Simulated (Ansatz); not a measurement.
Here is a crystal structure:

```cif
data_structure
_symmetry_space_group_name_H-M 'P 1'
_symmetry_Int_Tables_number 1
_cell_length_a 3.9622
_cell_length_b 3.9622
_cell_length_c 3.7967
_cell_angle_alpha 90.000
_cell_angle_beta 90.000
_cell_angle_gamma 90.000
_cell_volume 59.60
loop_
_atom_site_label
_atom_site_type_symbol
_atom_site_fract_x
_atom_site_fract_y
_atom_site_fract_z
_atom_site_occupancy
Sr1 Sr 0.00000 0.00000 0.00000 1
Ti1 Ti 0.50000 0.50000 0.50000 1
O1 O 0.00000 0.50000 0.50000 1
O2 O 0.50000 0.00000 0.50000 1
O3 O 0.50000 0.50000 0.00000 1
```

Question: What does this file describe?

Answer: It has the composition SrTiO3. Space group P4/mmm (No. 123), lattice primitive tetragonal. With Z = 1, the cell contains 1 Sr, 1 Ti, 3 O. The polyhedra are TiO6 octahedra; they share corners. Each Sr has twelve O in a cuboctahedral arrangement at 2.74 to 2.80 Å. Ti is surrounded by six O in an octahedral arrangement at 1.90 to 1.98 Å. The coordination shell of O holds four Sr and two Ti in a distorted octahedral arrangement (2.74 to 2.80 Å to Sr, 1.90 to 1.98 Å to Ti). The bonds build a three-dimensional framework.

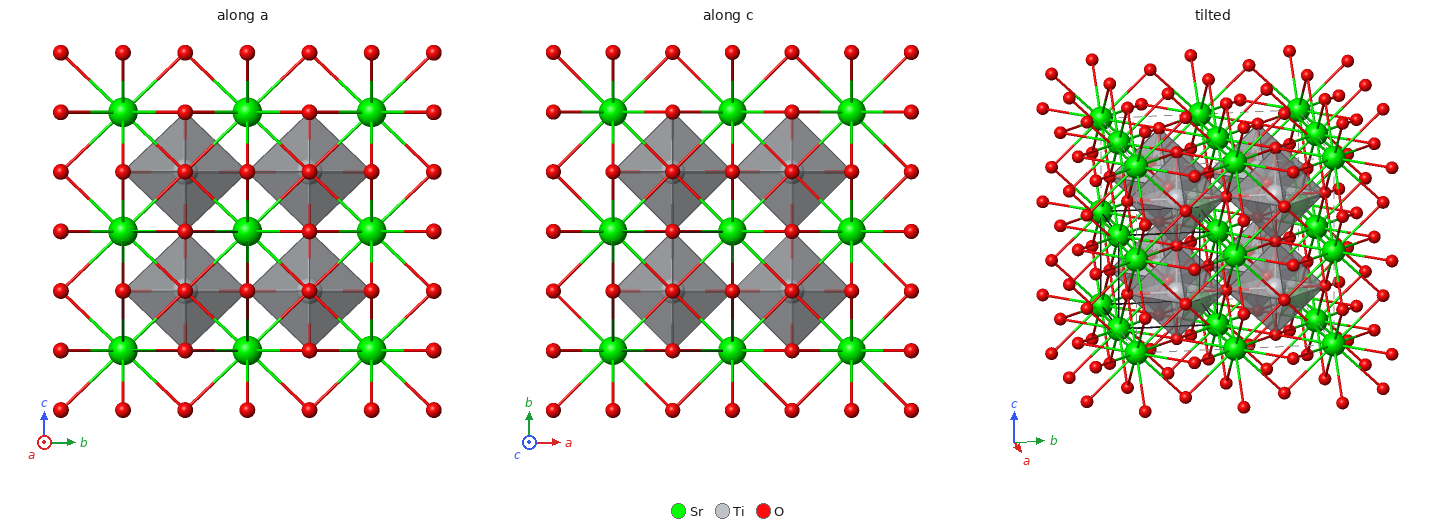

Structure drawing (polyhedral), viewed along the a axis, along the c axis and slightly off an axis. A 2×2×2 array of cells is drawn; the conventional unit cell has the solid edges. Some neighbours outside the box are added. Colours: strontium green, titanium light grey, oxygen red.

The structure was taken from a structure listed in the Materials Project. The cell was then strained or its atoms displaced on purpose. An electronic-structure calculation with Ansatz was run on it.

At this level of theory the cell isn't at rest (stretched, at -7 GPa), so its distances can differ from those at equilibrium, the more so the softer the solid.
